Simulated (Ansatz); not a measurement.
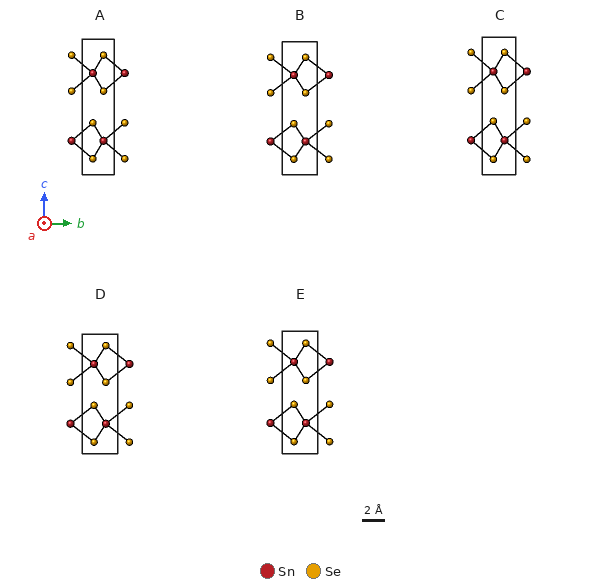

5 geometries from one relaxation of solid SnSe$_{2}$ (built on the 2H (MoS2) bulk type), in shuffled order. Style: ball-and-stick. Shown: the cell of the calculation, along the a axis.

Method: DFT, PBE-D3(BJ), plane waves, PAW in Ansatz 0.2.0. (plane-wave cutoff 420 eV; k-point mesh 12 × 12 × 2; occupations fermi dirac; smearing width 0.02 eV; no spin polarisation; cell and atoms relaxed; force threshold 0.005 eV/Å)

Order the frames from highest to lowest energy.

Answer. A, C, B, D, E. They are steps 0, 1, 2, 4, 9, at +294 meV per atom, +92.3 meV per atom, +63.4 meV per atom, +7.4 meV per atom relative to the last. The largest moves relative to the cell, 0.22 Å, are those of Se atoms. Sn stays in place. The drawn cell changes as follows: a = b 3.447 → 3.836 Å (+11.3 %), c 12.672 → 11.461 Å (−9.6 %); the volume changes by +12.0 %. Among the contacts that change: Se–Se 3.575 → 3.151 Å, Se–Sn 2.607 → 2.819 Å. Bond angles that change, for instance: Se–Sn–Se 80.4° → 76.5°, Se–Sn–Se 82.8° → 85.7°, Sn–Se–Sn 82.8° → 85.7°. The space group stays P6_3/mmc (No. 194). The energy falls by 294 meV per atom in 7 accepted moves (9 points after the start). Largest force component: 1.6 eV/Å at the start, 0.0019 eV/Å at the end. Pressure: 17.50 GPa at the start and −0.01 GPa at the end. At 2 points the geometry stayed and the basis and grid were re-selected for the new cell (energy shift of 1.1 meV per atom at most each time).
